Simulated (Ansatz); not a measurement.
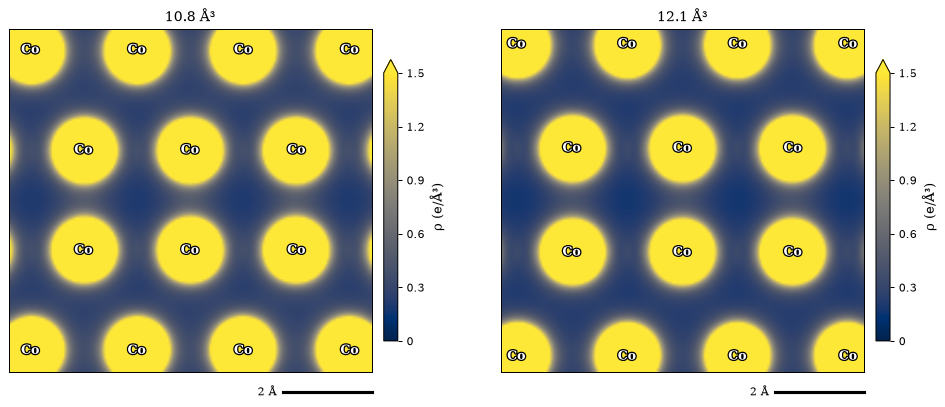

Co. The valence electron density of cells scaled evenly to different volumes (given per atom above each panel), on the (110) plane of each (indices in the axes of the cell below), at one length scale and on one colour scale.

A generated structure, not necessarily the stable one; computed without spin polarisation.

Level of theory: DFT, revPBE, plane waves (420 eV) with PAW, scalar-relativistic (Ansatz).

In a PAW calculation such maps are meaningful between the atoms, not at the nuclei.

The largest cell:

```
Co
1.0
     4.08333    0.00000    0.00000
    -2.04167    3.53627    0.00000
     0.00000    0.00000    2.50376
Co
3
Direct
  0.00000 0.00000 0.00000
  0.33333 0.66667 0.50000
  0.66667 0.33333 0.50000
```

| volume (Å³/atom) | Co–Co contact in the plane (Å) | ρ at its midpoint (e/Å³) | 
| --- | --- | --- |
| 10.76 | 2.270 | 0.493 | 
| 11.62 | 2.329 | ? | 
| 12.05 | 2.358 | 0.415 | 

Estimate the missing row, and compare with the calculation.

Answer. Over the known rows ln ρ falls by 1.96 per Å of Co–Co distance (the line through the two), which gives 0.439 e/Å³ at 2.329 Å; the calculation gives 0.438 e/Å³.
